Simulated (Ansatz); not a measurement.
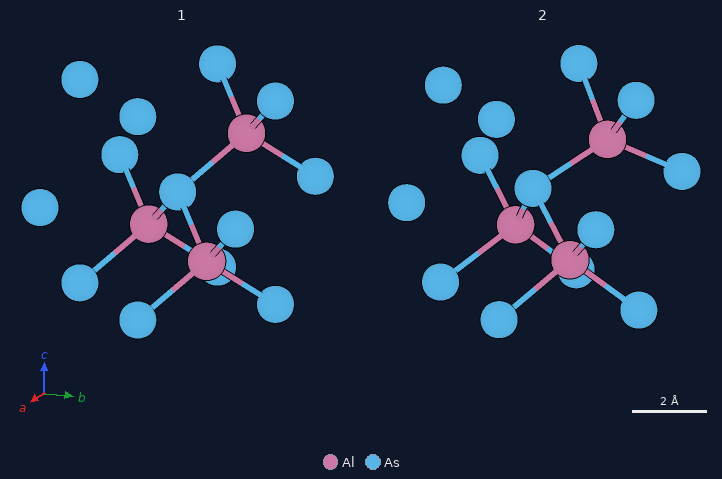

Two geometries of a defect cell of composition Al$_{7}$As$_{8}$ (cell charge −3), drawn at one scale. One is the start of a relaxation, the other its converged end. Style: ball-and-stick. Shown: the atoms within 4.2 Å of the atom that moves most (axes of the conventional cell (4 times the calculation's cell)), slightly off an axis. Lengths and directions refer to the drawn axes.

Level of theory: Ansatz 0.2.0, DFT PBE, scalar-relativistic, plane waves, PAW. Set-up: plane-wave cutoff 420 eV; k-point mesh 4 × 4 × 4; occupations gaussian; smearing width 0.05 eV; no spin polarisation; atoms relaxed in a fixed cell; force threshold 0.02 eV/Å; at most 50 steps.

### Which one is relaxed?

Structure 2 is the relaxed one. Case: Al vacancy, atoms relaxed. The largest moves, 0.20 Å, are those of As atoms. Largest moves by element: As 0.20 Å, Al 0.17 Å. The cell doesn't change. Among the contacts that change: Al–As 2.480 → 2.576 Å, Al–As 2.480 → 2.471 Å. Bond angles that change, for instance: As–Al–As 109.5° → 125.0°, Al–As–Al 109.5° → 100.7°, As–Al–As 109.5° → 102.1°. The energy falls by 1.241 eV per cell of the calculation in 3 geometry steps. Largest force component: 1.5 eV/Å at the start, 0.0018 eV/Å at the end. The run took roughly 60 core-seconds on a shared host.

Limits of the set-up: the periodic images lie only 8.1 Å apart, so the values are limited by the cell's size; the cell is charged, on a uniform background, and energies carry no finite-size correction.
